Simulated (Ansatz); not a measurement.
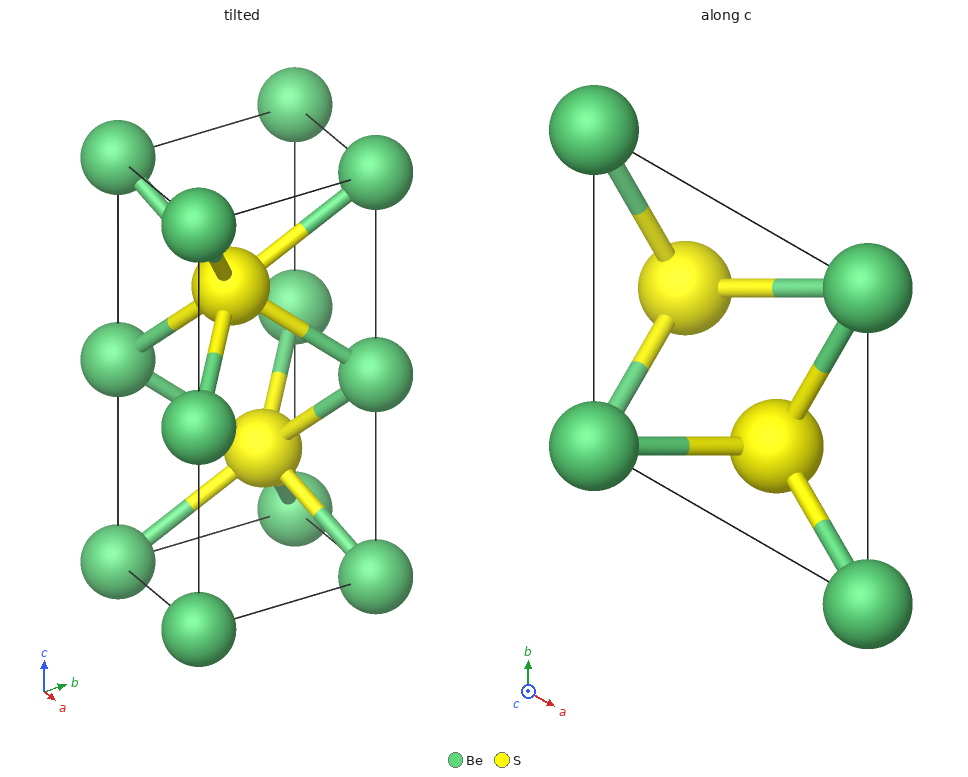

The image is a ball-and-stick drawing of a crystal, viewed slightly off an axis and along the c axis. Atoms at the boundary of the conventional unit cell (the box) are drawn once for each face, edge or corner they touch.

BeS, nickel arsenide (NiAs) type, space group P6_3/mmc (No. 194), a = 3.300 Å, b = 3.300 Å, c = 5.255 Å, α = 90.00°, β = 90.00°, γ = 120.00°. Its origin is a structure type filled with these elements by a generator (whether the compound takes this form wasn't checked). Earlier steps of the study, as a rule a relaxation of our own, may have changed the cell and positions, so they can lie some per cent off the listed ones. An electronic-structure calculation with Ansatz was run on it.

This one geometry was computed with Ansatz (DFT, plane waves, PAW) at six levels of theory: r2SCAN0, LC-wPBE, PBE, HSE06, PBE0 and r2SCAN. It was relaxed beforehand with r2SCAN.

**Which level gives the highest pressure at this volume, and what does that say about its equilibrium volume?**

Highest: PBE (-0.1 GPa) and r2SCAN (0.0 GPa), which points to the largest equilibrium volume. Lowest, with the smallest volume: LC-wPBE (-3.1 GPa). Levels within 0.5 GPa of each other can't be told apart.

**How does the band gap change with the level of theory?**

PBE: a gap of 1.46 eV, indirect; r2SCAN: a gap of 1.81 eV, indirect; HSE06: a gap of 2.26 eV, indirect; PBE0: a gap of 2.98 eV, indirect; r2SCAN0: a gap of 3.22 eV, indirect; LC-wPBE: a gap of 7.09 eV, indirect.

**Collect the results in a table.**

| level | cutoff (eV) | k-mesh of the run's cell | gap (eV) | pressure (GPa) |
| --- | --- | --- | --- | --- |
| r2SCAN0 | 500 | 6×6×4 | 3.22 | -1.1 |
| LC-wPBE | 420 | 6×6×4 | 7.09 | -3.1 |
| PBE | 420 | 12×12×6 | 1.46 | -0.1 |
| HSE06 | 420 | 6×6×4 | 2.26 | -1.8 |
| PBE0 | 420 | 6×6×4 | 2.98 | -1.7 |
| r2SCAN | 500 | 12×12×6 | 1.81 | 0.0 |

Gaps are taken on the k-mesh or band path of each run.
